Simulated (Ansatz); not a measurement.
System: TiSi2 (slab).

The calculation's input:

```
crystal:
  lattice:
    - [4.780685714, 0.0, 0.0]
    - [0.0, 5.9222342671, 0.0]
    - [0.0, 0.0, 25.8748322119]
  atoms:
    - { symbol: Si, position: [0.75, 0.657149949, 0.2898569521] }
    - { symbol: Si, position: [0.0, 0.157149949, 0.2898569521] }
    - { symbol: Si, position: [0.25, 0.8258831124, 0.3298101407] }
    - { symbol: Si, position: [0.5, 0.3258831124, 0.3298101407] }
    - { symbol: Ti, position: [0.75, 0.9830330615, 0.367020618] }
    - { symbol: Ti, position: [0.0, 0.4830330615, 0.367020618] }
    - { symbol: Si, position: [0.25, 0.1401830105, 0.4042310954] }
    - { symbol: Si, position: [0.5, 0.6401830105, 0.4042310954] }
    - { symbol: Si, position: [0.75, 0.3089161739, 0.444184284] }
    - { symbol: Si, position: [0.0, 0.8089161739, 0.444184284] }
    - { symbol: Ti, position: [0.25, 0.4660661229, 0.4813947613] }
    - { symbol: Ti, position: [0.5, 0.9660661229, 0.4813947613] }
    - { symbol: Si, position: [0.75, 0.623216072, 0.5186052387] }
    - { symbol: Si, position: [0.0, 0.123216072, 0.5186052387] }
    - { symbol: Si, position: [0.25, 0.7919492354, 0.5585584273] }
    - { symbol: Si, position: [0.5, 0.2919492354, 0.5585584273] }
    - { symbol: Ti, position: [0.75, 0.9490991844, 0.5957689046] }
    - { symbol: Ti, position: [0.0, 0.4490991844, 0.5957689046] }
    - { symbol: Si, position: [0.25, 0.1062491334, 0.632979382] }
    - { symbol: Si, position: [0.5, 0.6062491334, 0.632979382] }
    - { symbol: Si, position: [0.75, 0.2749822968, 0.6729325706] }
    - { symbol: Si, position: [0.0, 0.7749822968, 0.6729325706] }
    - { symbol: Ti, position: [0.25, 0.4321322459, 0.7101430479] }
    - { symbol: Ti, position: [0.5, 0.9321322459, 0.7101430479] }
basis:
  ecutwfc: 500
kpoints:
  mp_grid: { grid: [7, 6, 1] }
hamiltonian:
  xc: r2scan
scf:
  occupations: { method: gaussian, width: 0.1 }
output:
  forces: true
  stress: true
  eigenvalues: true
  write_density: true
  write_potential: true
  elf: true
  volumetric_format: npy
efield:
  axis: 3
  dipole_correction: true
  ramp_width: 0.04
```

Run with:

```sh
ansatz run input.yaml --threads 2 --pin off --max-ram 5120MiB --backend cpu --events-out ev --progress --plain --runs-dir out
```

Not relaxed (largest force 1.2 eV/Å); computed without spin polarisation.

Method: DFT r2SCAN, scalar-relativistic, plane waves, PAW in Ansatz.

Predict the valence pseudo-density and electron localisation function between the atoms.

Si–Si (2.52 Å): ρ at the midpoint is about 0.4 e/Å³; the ELF peaks at about 0.75 between the atoms.
Ti–Si (2.55 Å): ρ is about 0.33 e/Å³ halfway; the ELF peaks at about 0.75 in the valence shell of Si, 0.9 Å from its nucleus, and is about 0.40 at the midpoint.
Ti–Si (2.74 Å): ρ is about 0.27 e/Å³ halfway; the ELF peaks at about 0.75 in the valence shell of Si, 1.0 Å from its nucleus, and is about 0.40 at the midpoint.

Does the calculation make it a metal, or give it a gap?

It is gapless in this calculation (a metal or semimetal).

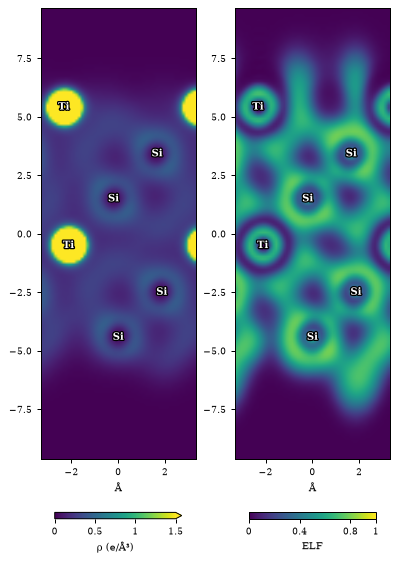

Computed valence pseudo-density and electron localisation function on the (100) plane of the calculation cell, a cut from vacuum to vacuum, in this order. 
